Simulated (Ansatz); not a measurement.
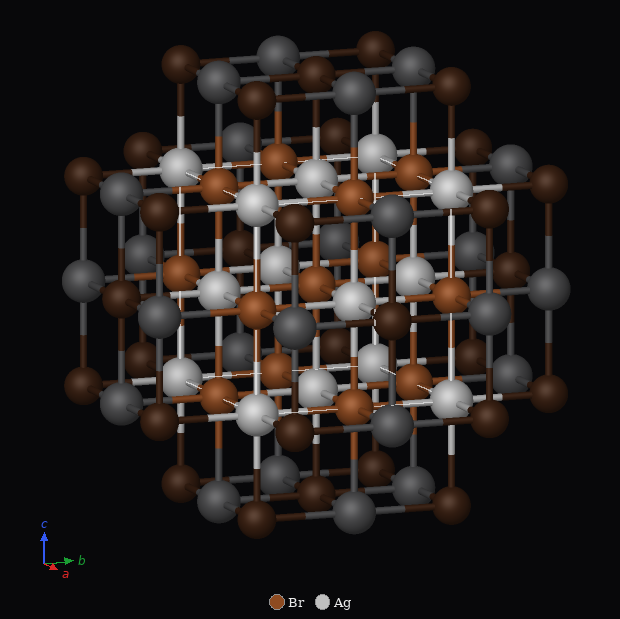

Structure drawing (ball-and-stick), viewed slightly off an axis. The parallelepiped is the drawn cell (a repeat of the simulation cell). The first bonded neighbours in the surrounding cells are also shown, in fainter colours.

AgBr, a = 5.728 Å, b = 5.728 Å, c = 5.846 Å, α = 90.00°, β = 90.00°, γ = 90.00°. Strictly the space group is I4/mmm (No. 139, within 0.01 Å). It is a distorted form of a face-centred cubic structure, space group Fm-3m (No. 225) within 0.25 Å: rock salt (NaCl type). It goes back to a structure type filled with these elements by a generator (whether the compound takes this form wasn't checked). The cell was then strained or its atoms displaced on purpose. A calculation with Ansatz used it as input.

This one geometry was computed with Ansatz (DFT, plane waves, PAW) at three levels of theory: HSE06, r2SCAN and PBE. It was relaxed with r2SCAN and then strained.

Q: How does the band gap change with the level of theory?

A: PBE: a gap of 0.61 eV, indirect; r2SCAN: a gap of 1.23 eV, indirect; HSE06: a gap of 1.96 eV, indirect.

Q: Collect the results in a table.

A:
| level | cutoff (eV) | k-mesh of the run's cell | gap (eV) | pressure (GPa) |
| --- | --- | --- | --- | --- |
| HSE06 | 420 | 6×6×6 | 1.96 | 1.4 |
| r2SCAN | 500 | 8×8×8 | 1.23 | 0.5 |
| PBE | 420 | 8×8×8 | 0.61 | 1.7 |

Gaps are taken on the k-mesh or band path of each run.
